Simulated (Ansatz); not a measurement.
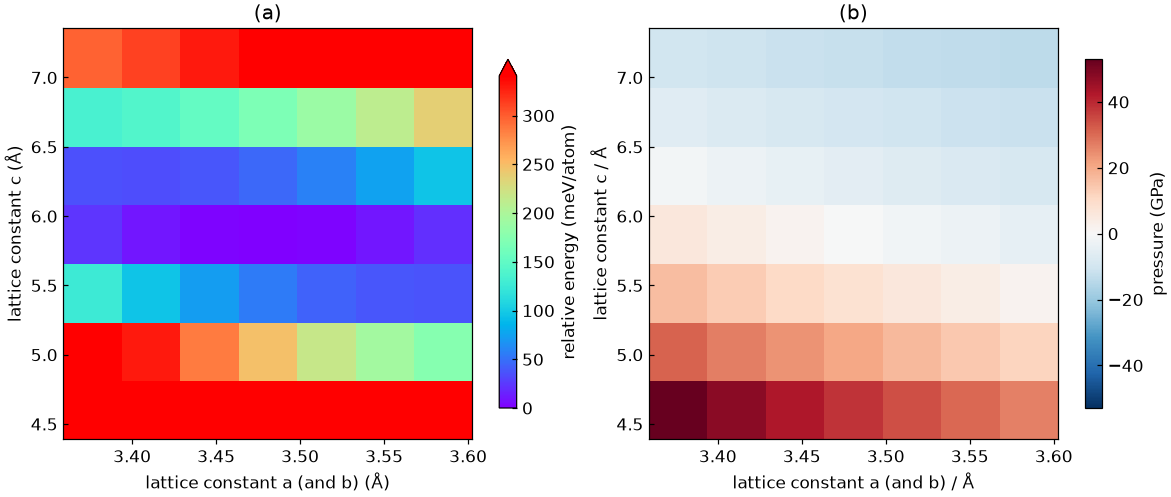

TiSe₂ (P-3m1, No. 164; 3 atoms in the cell). The energy is mapped over the lattice constants a and c of the conventional cell. Coordinates scanned: (1) lattice constant a (and b); (2) lattice constant c. Nothing is relaxed (fractional coordinates fixed). The grid has 7 × 7 points. Points are written as (first, second). Energies: meV/atom, counted from the lowest grid point. The calculation used Ansatz 0.2.0, DFT PBE+D3(BJ), scalar-relativistic, plane waves, PAW. Settings: cutoff 520 eV, k-mesh 15×15×8 in the order of the run's cell vectors, gaussian smearing 0.15 eV, no spin polarisation.

Panel (a) is the energy and panel (b) the computed pressure on the same grid.

In the figure: one coloured cell a grid point, one colour for all values above the top of the scale.

> How does the pressure vary over the map, and what is it at the lowest grid point?

It runs from −14 GPa at (3.585 Å, 7.14 Å) to 53 GPa at (3.376 Å, 4.60 Å). At the lowest grid point, (3.481 Å, 5.87 Å), it is 0 GPa.

```csv
"lattice constant c ↓, lattice constant a (and b) →",3.376,3.411,3.446,3.481,3.516,3.550,3.585
7.14,−10,−11,−12,−12,−13,−13,−14
6.72,−6,−8,−9,−10,−11,−11,−12
6.30,−1,−3,−4,−6,−7,−8,−9
5.87,6,4,2,0,−2,−3,−5
5.45,16,13,11,8,6,4,2
5.03,31,27,24,20,17,14,12
4.60,53,48,43,38,34,30,27
```
